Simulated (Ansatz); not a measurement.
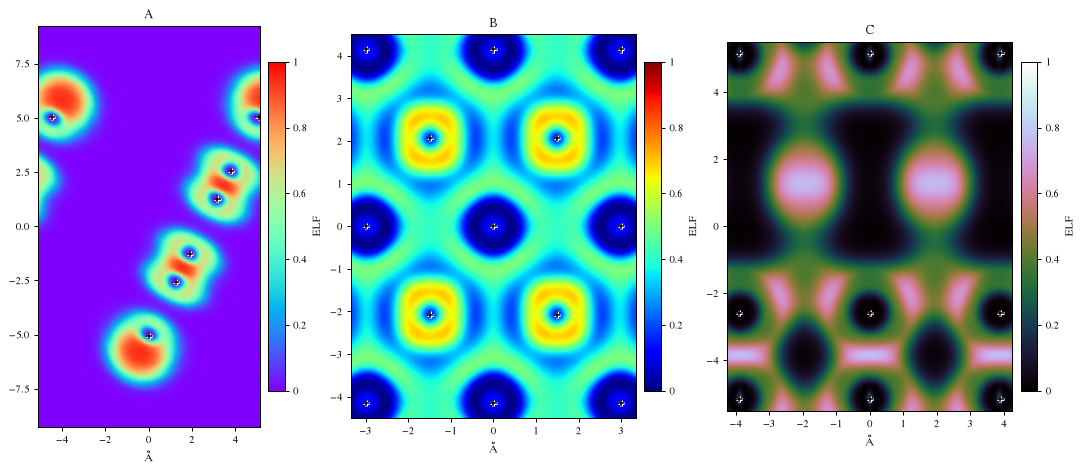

The electron localisation function of 3 systems, each on a plane through atoms (crosses mark nuclei in the plane).

Theory: DFT PBE, scalar-relativistic, plane waves, PAW (Ansatz 0.2.0).

System 1: Ge, the (010) plane of the conventional cell. Space group R-3m; not relaxed (largest force 0.6 eV/Å); computed pressure about 4 GPa in this cell.

```xyz
6
Lattice="2.7571 0.0000 -2.7571 -2.7571 2.7571 0.0000 5.9554 5.9554 5.9554" Properties=species:S:1:pos:R:3 pbc="T T T"
Ge    2.1597    2.1597   -0.5974
Ge    2.3068    5.0639    2.3068
Ge    5.2110    5.2110    5.2110
Ge    0.7444    0.7444    0.7444
Ge    3.6486    3.6486    0.8914
Ge    3.7956    6.5528    3.7957
```

System 2: AlRu, the (011) plane of the conventional cell. Space group P4/mmm; changed on purpose from its base cell (strain -0.0400 x Voigt [0, 0, 1, 0, 0, 0], atoms carried along); computed pressure about 12 GPa in this cell; computed without spin polarisation.

```xyz
2
Lattice="2.9916 0.0000 0.0000 0.0000 2.9916 0.0000 0.0000 0.0000 2.8719" Properties=species:S:1:pos:R:3 pbc="T T T"
Al    0.0000    0.0000    0.0000
Ru    1.4958    1.4958    1.4360
```

System 3: C (slab), the (100) plane of the calculation cell, a cut from vacuum to vacuum. 

```cif
data_structure
_symmetry_space_group_name_H-M 'P 1'
_symmetry_Int_Tables_number 1
_cell_length_a 2.4664
_cell_length_b 9.5323
_cell_length_c 25.1836
_cell_angle_alpha 90.000
_cell_angle_beta 90.000
_cell_angle_gamma 90.000
_cell_volume 592.07
loop_
_atom_site_label
_atom_site_type_symbol
_atom_site_fract_x
_atom_site_fract_y
_atom_site_fract_z
_atom_site_occupancy
C1 C 0.00000 0.13566 0.29945 1
C2 C 0.50000 0.16500 0.32139 1
C3 C 0.50000 0.23471 0.37373 1
C4 C 0.00000 0.26754 0.39848 1
C5 C 0.00000 0.33500 0.44947 1
C6 C 0.50000 0.36813 0.47456 1
C7 C 0.50000 0.43526 0.52543 1
C8 C 0.00000 0.46838 0.55053 1
C9 C 0.00000 0.53581 0.60152 1
C10 C 0.50000 0.56863 0.62627 1
C11 C 0.50000 0.63829 0.67862 1
C12 C 0.00000 0.66761 0.70056 1
```

> Which map belongs to which system?

Panel A is system 3, C: the plane holds C. C–C (1.44 Å): the ELF peaks at about 0.95 between the atoms. Panel B is system 2, AlRu: the plane holds Al and Ru. Al–Ru (2.56 Å): the ELF is about 0.40 at the midpoint. Panel C is system 1, Ge: the plane holds Ge. Ge–Ge (2.58 Å): the ELF peaks at about 0.80 between the atoms.
